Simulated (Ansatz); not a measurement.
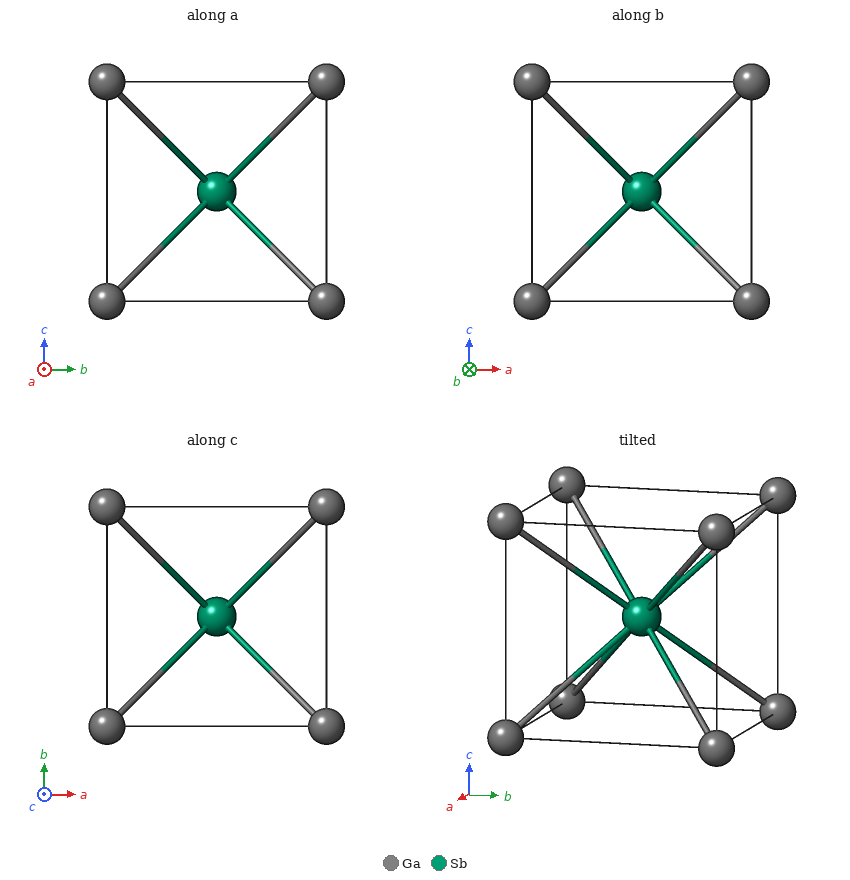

The crystal in a ball-and-stick representation, seen along the a axis, along the b axis, along the c axis and slightly off an axis. Atoms at the boundary of the conventional unit cell (the box) are drawn once for each face, edge or corner they touch.

Lattice parameters: a = 3.582 Å, b = 3.582 Å, c = 3.582 Å, α = 90.00°, β = 90.00°, γ = 90.00°.

**Write down what is shown as a table of Wyckoff sites.**

Space group Pm-3m (No. 221).
| atom | site | x | y | z |
| --- | --- | --- | --- | --- |
| Ga | 1a | 0.0000 | 0.0000 | 0.0000 |
| Sb | 1b | 0.5000 | 0.5000 | 0.5000 |

The structure comes from a structure type filled with these elements by a generator (whether the compound takes this form wasn't checked). Earlier steps of the study may have refined or changed the cell and positions. It was the input of a calculation with Ansatz.
